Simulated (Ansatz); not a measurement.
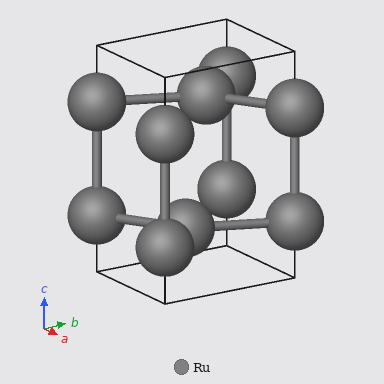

We look at a ball-and-stick model of the crystal slightly off an axis. Atoms at the boundary of the conventional unit cell (the box) are drawn once for each face, edge or corner they touch.

Unit-cell dimensions: a = 4.103 Å, b = 4.103 Å, c = 4.689 Å, α = 90.00°, β = 90.00°, γ = 120.00°.

The bonds drawn are Ru–Ru up to 2.64 Å (cut-off distances).

What is the cell content?

Answer. 4 (ruthenium), counting shared atoms by their share.

What space-group symmetry does the structure have?

Answer. P6_3/mmc (No. 194), with Ru on 2b and Ru on 2d.

Is the bonded network molecular, chain-like, layered or three-dimensional?

Answer. The bonds build a three-dimensional framework.

It goes back to a textbook structure type filled with this element (whether it is the usual form wasn't checked). A relaxation with DFT PBEsol, scalar-relativistic, plane waves, PAW (Ansatz) gave the geometry drawn.
